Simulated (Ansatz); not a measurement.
**Run report: MnO2, single-point calculation (part 1 of 2)**

The run: single-point calculation of MnO2 (P4₂/mnm, 12 atoms in the cell). Method and program: DFT PBE+U, scalar-relativistic, plane waves, PAW, Ueff = 3.9 eV on Mn d, spin-polarised (Ansatz 0.2.0).

The structure derives from an entry of the Crystallography Open Database. Figures and captions count atoms from 1; the log counts them from 0 in places.

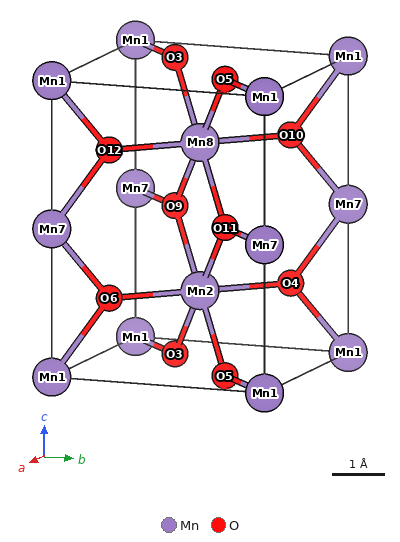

Fig. 1: The input geometry (ball-and-stick view of the cell of the calculation, seen slightly off an axis; atoms are numbered from 1 in the order of the input). Near neighbours in the crystal (not all of them lie inside the picture): Mn has 6 O at 1.91 to 1.93 Å; O has 3 Mn at 1.91 to 1.93 Å.

Input
```yaml
crystal:
  lattice:
    - [4.4551878423, 0.0, 0.0]
    - [0.0, 4.4551878423, 0.0]
    - [0.0, 0.0, 5.8850371666]
  atoms:
    - { symbol: Mn, position: [0.0, 0.0, 0.0], spin: 3.0 }
    - { symbol: Mn, position: [0.5, 0.5, 0.25], spin: 3.0 }
    - { symbol: O, position: [0.3060671905, 0.3060671905, 0.0] }
    - { symbol: O, position: [0.1939328095, 0.8060671905, 0.25] }
    - { symbol: O, position: [0.6939328095, 0.6939328095, 0.0] }
    - { symbol: O, position: [0.8060671905, 0.1939328095, 0.25] }
    - { symbol: Mn, position: [0.0, 0.0, 0.5], spin: 3.0 }
    - { symbol: Mn, position: [0.5, 0.5, 0.75], spin: 3.0 }
    - { symbol: O, position: [0.3060671905, 0.3060671905, 0.5] }
    - { symbol: O, position: [0.1939328095, 0.8060671905, 0.75] }
    - { symbol: O, position: [0.6939328095, 0.6939328095, 0.5] }
    - { symbol: O, position: [0.8060671905, 0.1939328095, 0.75] }
basis:
  ecutwfc: 420
  ecutrho_ratio: 4
kpoints:
  mp_grid: { grid: [3, 3, 3] }
hamiltonian:
  xc: pbe
  hubbard: { sites: [{ species: Mn, l: d, u_eff: 3.9 }] }
scf:
  occupations: { method: gaussian, width: 0.05 }
output:
  forces: true
  stress: true
  eigenvalues: true
  populations: true
  hubbard: { sites: [{ species: Mn, l: d }] }
magnetization:
  spin_polarized: true
```

Launch command:
```bash
ansatz run input.yaml --threads 2 --pin off --max-ram 5120MiB --backend cpu --events-out ev --progress --plain --runs-dir out
```

What the program printed
```
Mn: projections on atomic orbitals take those of the free atom [Ne] 3s2 3p6 3d5 4s2, of charge +0.00 (hamiltonian.pseudopotentials.projection_atoms); the dataset's partial waves leave at most 9.0e-7 of an orbital's norm unspanned inside its sphere
O: projections on atomic orbitals take those of the free atom [He] 2s2 2p4, of charge +0.00 (hamiltonian.pseudopotentials.projection_atoms); the dataset's partial waves leave at most 1.9e-8 of an orbital's norm unspanned inside its sphere
Engine: ansatz 0.2.0, x86_64-unknown-linux-gnu
Pseudopotentials: kind: paw
Pseudopotential: Mn, paw, valence charge 15, recommended cutoff 420 eV (normal), Mn.paw.azcp
Pseudopotential: O, paw, valence charge 6, recommended cutoff 420 eV (normal), O.paw.azcp
Functional definition: PBE
  parameter kappa = 0.804
  parameter beta = 0.06672455060314922
  exchange = pbe_x(kappa = kappa, mu = beta*pi^2/3)
  correlation = pbe_c(beta = beta)
Crystal: 12 atoms, lattice volume = 116.810 Å³
Basis set: ecut = 420 eV, 2347 PW (Γ), exchange–correlation on 60×60×80 points (8 copies of the dense FFT grid, shifted against one another)
Bands: 72, of which v1, the nominal top of the filled ones, is band 54 counted from 1 (53 counted from 0)
Symmetry: 32 space group operations
Space group: P42/mnm (ITA 136), of the structure as read, at distance tolerance 4.9e-5 Å
Magnetic group: BNS 136.495 (UNI 1155), of the structure as read, at distance tolerance 4.9e-5 Å
k-points: 6 of 27
Non-local potential: Mn, projectors of the file, l = 0: 3, l = 1: 2, l = 2: 3, l = 3: 1
Non-local potential: O, projectors of the file, l = 0: 2, l = 1: 2, l = 2: 1
PAW form: soft (Blöchl's): semilocal exchange-correlation on the pseudo side does not see the compensation charge
PAW one-centre angular grid: Mn, 590 points (default); XC on 64 Gauss nodes
PAW one-centre angular grid: O, 110 points (default); XC on 64 Gauss nodes
Initial density: superposition of atomic densities (chi_scale 0.1, normalization cell, long waves kept (reshape's long-wave potential 0.00 eV rms))
Starting moments: Σ|m| = 12 μB on 4 of 12 sites
Initial wavefunctions: pseudopotential atomic-orbital guess
Functional: x = pbe(κ = 0.804, μ = 0.2195149727645171), c = pbe(β = 0.06672455060314922)
SCF iter   1: F=—  HF=-20125.855740 eV  |F-HF|=—  |Δ(HF+E_count)|=         —  Δρ=1.47e-1 (↑1.47e-1 ↓7.77e-2)  dr2=5.42e1  dr2_m=1.88e0  M=12.291 μB ∫|m|=13.653 μB  β_m=1.00  ethr=3.10e-3  ⟨swp⟩=6.4  Hψ=2815  notcnv=0  defer=2
preconditioner: auto → Kerker (q_TF=auto, 2.693 Å⁻¹)  [metal: Δε(μ)=0.009 eV  Ē_g=10.434 eV  σ=0.050 eV  W_gap=0.10  n_scr=36 (ndim 8)  ℏωp=30.0 eV  f_vac=0.000  D(μ)=13.66/eV (n_scr^D=212)]
spin=Collinear: Kerker preconditioning applied to the charge; magnetization (m = ρ↑ − ρ↓) channel mixes plain (no charge-response kernel on spin).
SCF iter   2: F=—  HF=-20122.009142 eV  |F-HF|=—  |Δ(HF+E_count)|=    3.85e0  Δρ=5.55e-2 (↑4.02e-2 ↓5.55e-2)  dr2=5.62e0  dr2_m=5.09e-1  M=12.000 μB ∫|m|=14.469 μB  β_m=1.00  ethr=3.10e-3  ⟨swp⟩=3.2  Hψ=1900  notcnv=0  defer=86
SCF iter   3: F=—  HF=-20122.599171 eV  |F-HF|=—  |Δ(HF+E_count)|=   5.90e-1  Δρ=2.65e-2 (↑2.10e-2 ↓2.65e-2)  dr2=1.47e0  dr2_m=4.66e-2  M=12.036 μB ∫|m|=14.880 μB  β_m=1.00  ethr=3.10e-3  ⟨swp⟩=3.1  Hψ=1381  notcnv=0  defer=86
SCF iter   4: F=—  HF=-20123.739092 eV  |F-HF|=—  |Δ(HF+E_count)|=    1.14e0  Δρ=2.68e-2 (↑2.68e-2 ↓1.82e-2)  dr2=1.90e0  dr2_m=3.79e-2  M=12.122 μB ∫|m|=15.080 μB  β_m=1.00  ethr=1.36e-3  ⟨swp⟩=3.4  Hψ=1619  notcnv=0  defer=86
SCF iter   5: F=—  HF=-20123.914786 eV  |F-HF|=—  |Δ(HF+E_count)|=   1.76e-1  Δρ=1.86e-2 (↑1.86e-2 ↓7.43e-3)  dr2=6.10e-1  dr2_m=4.43e-2  M=12.021 μB ∫|m|=14.767 μB  β_m=0.30  ethr=1.36e-3  ⟨swp⟩=3.3  Hψ=1571  notcnv=0  defer=78
SCF iter   6: F=—  HF=-20124.144930 eV  |F-HF|=—  |Δ(HF+E_count)|=   2.30e-1  Δρ=4.88e-3 (↑4.88e-3 ↓2.63e-3)  dr2=2.23e-2  dr2_m=1.07e-2  M=12.073 μB ∫|m|=14.775 μB  β_m=1.00  ethr=5.64e-4  ⟨swp⟩=2.3  Hψ=1214  notcnv=0  defer=78
SCF iter   7: F=—  HF=-20124.291364 eV  |F-HF|=—  |Δ(HF+E_count)|=   1.46e-1  Δρ=2.97e-3 (↑2.97e-3 ↓1.16e-3)  dr2=1.13e-2  dr2_m=2.68e-3  M=12.074 μB ∫|m|=14.689 μB  β_m=0.30  ethr=2.06e-5  ⟨swp⟩=2.2  Hψ=1388  notcnv=0  defer=78
SCF iter   8: F=—  HF=-20124.369791 eV  |F-HF|=—  |Δ(HF+E_count)|=   7.84e-2  Δρ=2.26e-3 (↑1.50e-3 ↓2.26e-3)  dr2=1.26e-3  dr2_m=3.31e-3  M=12.076 μB ∫|m|=14.636 μB  β_m=0.30  ethr=1.05e-5  ⟨swp⟩=2.1  Hψ=1578  notcnv=0  defer=78
Mixer restart at iter 8: flushing history
spin-set hold released at iteration 8 (site moments contracting): the magnetisation degrees of freedom join the quasi-Newton model from the next iteration; the mixer history was flushed
SCF iter   9: F=—  HF=-20124.411940 eV  |F-HF|=—  |Δ(HF+E_count)|=   4.21e-2  Δρ=3.97e-3 (↑3.97e-3 ↓1.62e-3)  dr2=6.68e-3  dr2_m=8.06e-3  M=12.075 μB ∫|m|=14.557 μB  β_m=0.65  ethr=1.17e-6  ⟨swp⟩=2.4  Hψ=1489  notcnv=0  defer=78
SCF iter  10: F=—  HF=-20124.458902 eV  |F-HF|=—  |Δ(HF+E_count)|=   4.70e-2  Δρ=3.61e-3 (↑3.61e-3 ↓2.52e-3)  dr2=2.54e-3  dr2_m=9.54e-3  M=12.081 μB ∫|m|=14.433 μB  β_m=0.82  ethr=1.17e-6  ⟨swp⟩=2.5  Hψ=1651  notcnv=0  defer=78
SCF iter  11: F=—  HF=-20124.486376 eV  |F-HF|=—  |Δ(HF+E_count)|=   2.75e-2  Δρ=4.85e-3 (↑4.85e-3 ↓6.17e-4)  dr2=1.92e-2  dr2_m=7.87e-3  M=12.088 μB ∫|m|=14.200 μB  β_m=0.91  ethr=1.17e-6  ⟨swp⟩=2.5  Hψ=1778  notcnv=0  defer=78
SCF iter  12: F=—  HF=-20124.489670 eV  |F-HF|=—  |Δ(HF+E_count)|=   3.29e-3  Δρ=9.42e-4 (↑8.25e-4 ↓9.42e-4)  dr2=3.57e-4  dr2_m=6.57e-4  M=12.109 μB ∫|m|=14.068 μB  β_m=0.89  ethr=1.17e-6  ⟨swp⟩=2.2  Hψ=1703  notcnv=0  defer=76
SCF iter  13: F=—  HF=-20124.490593 eV  |F-HF|=—  |Δ(HF+E_count)|=   9.23e-4  Δρ=1.96e-4 (↑1.96e-4 ↓1.36e-4)  dr2=1.06e-4  dr2_m=5.94e-6  M=12.108 μB ∫|m|=13.985 μB  β_m=0.95  ethr=3.31e-7  ⟨swp⟩=2.4  Hψ=1427  notcnv=0  defer=76
SCF iter  14: F=—  HF=-20124.490601 eV  |F-HF|=—  |Δ(HF+E_count)|=   8.36e-6  Δρ=7.13e-5 (↑7.13e-5 ↓7.05e-5)  dr2=1.52e-5  dr2_m=3.27e-7  M=12.106 μB ∫|m|=13.984 μB  β_m=0.97  ethr=9.80e-8  ⟨swp⟩=2.3  Hψ=1128  notcnv=0  defer=76
SCF iter  15: F=—  HF=-20124.490601 eV  |F-HF|=—  |Δ(HF+E_count)|=   3.67e-7  Δρ=5.78e-5 (↑5.78e-5 ↓1.66e-5)  dr2=3.94e-6  dr2_m=5.84e-7  M=12.106 μB ∫|m|=13.986 μB  β_m=0.95  ethr=1.41e-8  ⟨swp⟩=2.6  Hψ=1358  notcnv=0  defer=76
SCF iter  16: F=—  HF=-20124.490601 eV  |F-HF|=—  |Δ(HF+E_count)|=   4.94e-8  Δρ=1.51e-5 (↑1.51e-5 ↓9.82e-6)  dr2=6.87e-8  dr2_m=1.32e-7  M=12.106 μB ∫|m|=13.985 μB  β_m=0.98  ethr=9.26e-11  ⟨swp⟩=9.9  Hψ=4078  notcnv=0
iter 17 met the thresholds in force, and the SCF goes on: an eigenvalue changes by 0.69 meV, over its tolerance of 0.50 meV (output.eigenvalues, Limitations)
SCF iter  17: F=-20124.490601 eV  HF=-20124.490601 eV  |F-HF|=5.75e-8  |Δ(HF+E_count)|=   1.88e-7  Δρ=5.88e-6 (↑5.88e-6 ↓5.19e-6)  dr2=7.61e-8  dr2_m=1.24e-8  M=12.107 μB ∫|m|=13.985 μB  β_m=0.99  ethr=6.36e-11  ⟨swp⟩=3.8  Hψ=2449  notcnv=0
SCF iter  18: F=-20124.490601 eV  HF=-20124.490601 eV  |F-HF|=1.52e-9  |Δ(HF+E_count)|=   3.09e-9  Δρ=8.37e-7 (↑8.37e-7 ↓7.20e-7)  dr2=2.25e-9  dr2_m=4.80e-11  M=12.107 μB ∫|m|=13.985 μB  ethr=6.36e-11  ⟨swp⟩=2.6  Hψ=2561  notcnv=0
SCF 1 converged in 18 iterations: F = -20124.490601 eV  dr2 = 2.25e-9
  greatest PAW one-centre occupation: 1.000 electrons in one spin orbital (limit 2), on the Mn atom at site 6 (counted from 0), in its partial waves of l = 0
```

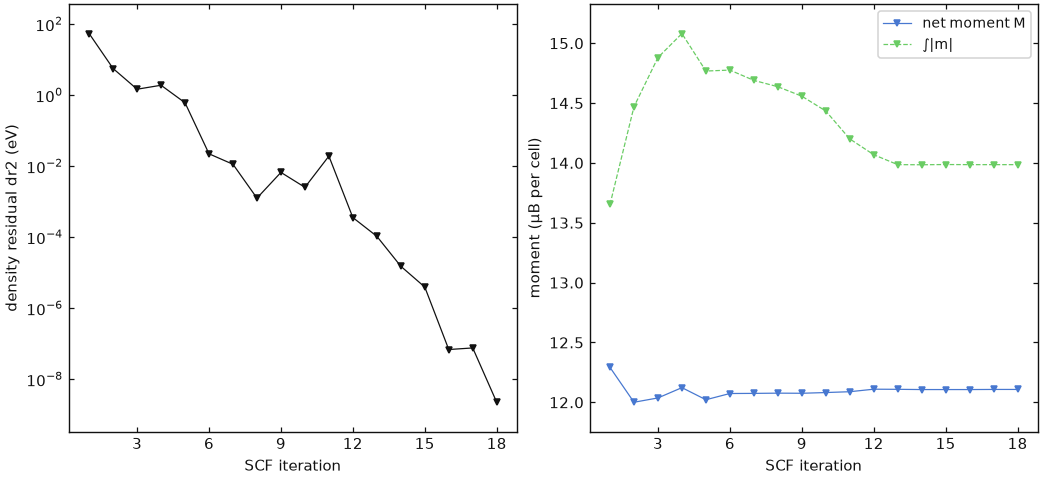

Fig. 2: Convergence of the self-consistent field: density residual dr2 and magnetic moment against the SCF iteration. The residual falls unevenly and jumps up by a factor of two or more 2 times on the way down. The net moment goes from 12.3 to 12.1 μB per cell.

```
WARN: an SCF from antiferromagnetic starting moments (-3.09, 3.09, 0.00, 0.00, 0.00, 0.00, -3.09, 3.09, 0.00, 0.00, 0.00, 0.00 Bohr magnetons, atom by atom) was not made, by what the run has read of turns of its moments that order reads lower: the deck asks for what bars it, or types moments that do (magnetization.spin_polarized, in the input reference, names some of the keys), or the run goes by scf.lower_state_search: light, the default, which as a rule tries one only behind a close that has lost an order of both signs, or on which an open d or half-filled 4f shell of a PAW file has lost a moment that was set nearer to Hund's than to what is left; or, under a Hubbard U, one that names an f shell that the input leaves bare beside given moments, or a larger moment for a shell of low spin that is given one. standard, with a start from the atoms, tries one behind each close (in a relaxation, ahead of its steps or at their end). To set out from that order, type those moments (crystal.atoms[].spin; where shells were raised to Hund's moment, beside crystal.symmetry.detect: false) under scf.lower_state_search: light. The bands of the close that named these starting moments, or of the one ahead of a search that led to it (under cold or Methfessel-Paxton smearing those of the Gaussian ahead of it) read a cost of -37.96 meV for the turn to them, carried on from a small turn (-37.96 by the pairs of d shells alone)
SCF converged after 18 iterations
an eigenvalue changed by more than its tolerance at an iteration that met the thresholds in force, so the SCF went on 1 time: the last check found none over its tolerance
Magnetization: 12.1066 μB (60.0533 up, 47.9467 down)
Absolute magnetization: 14.0399 μB (∫|ρ↑−ρ↓|, with the PAW one-centre terms)
Spin contamination: 0.4690 ħ² per cell (⟨S²⟩ above its minimum at these occupations)
Per-site moments (μB) at R_I (Å): [(2.757338643882738, 0.7889023864086234), (2.757338643882738, 0.7889023864086234), (-0.0789409456274405, 0.7889023864086234), (-0.07894094562744056, 0.7889023864086234), (-0.07894094562744049, 0.7889023864086234), (-0.0789409456274403, 0.7889023864086234), (2.757338643882738, 0.7889023864086234), (2.757338643882738, 0.7889023864086234), (-0.07894094562744046, 0.7889023864086234), (-0.07894094562744053, 0.7889023864086234), (-0.07894094562744042, 0.7889023864086234), (-0.07894094562744032, 0.7889023864086234)]
Free energy (F): -20124.490601 eV
Harris-Foulkes:  -20124.490601 eV  (|F-HF|=1.52e-9)
Internal energy: -20124.488899 eV  (E = F + TS)
E sigma→0 (E₀):  -20124.489750 eV
Entropy (-TS):   -0.001702 eV (-0.142 meV/atom)
Fermi energy:    9.650297 eV
--- Per-component energies (eV) ---
  E_band       = -1274.195876
  E_kinetic    = 2585.973965
  E_local      = -11131.831664  (includes V_loc(G=0)·N_el)
  E_nonlocal   = 1332.690836
  E_hartree    = 4361.454246
  E_xc         = -1039.226009
  E_vxc        = -1327.667757  (∫ρ·V_xc dr)
  E_hubbard    = 9.559657  (on-site DFT+U / exact-exchange correction)
  E_vhub       = -19.592197  (the Hubbard potential's part of the band-sum identity)
  E_paw        = -6442.270489  (= ΣΔE_a)
  E_vpaw       = -1436.699250  (= ΣTr[D̂ρ^β])
  E_aug_tail   = 0.019673  (compensation charges beyond the density's cutoff)
  E_ewald      = -9800.859113
  E_smearing   = -0.001702  (= −TS)
  E_closure    = 0.000000  (closes the sum)
  Σ components = -20124.490601   (vs F -20124.490601, Δ=0.00e0)
```
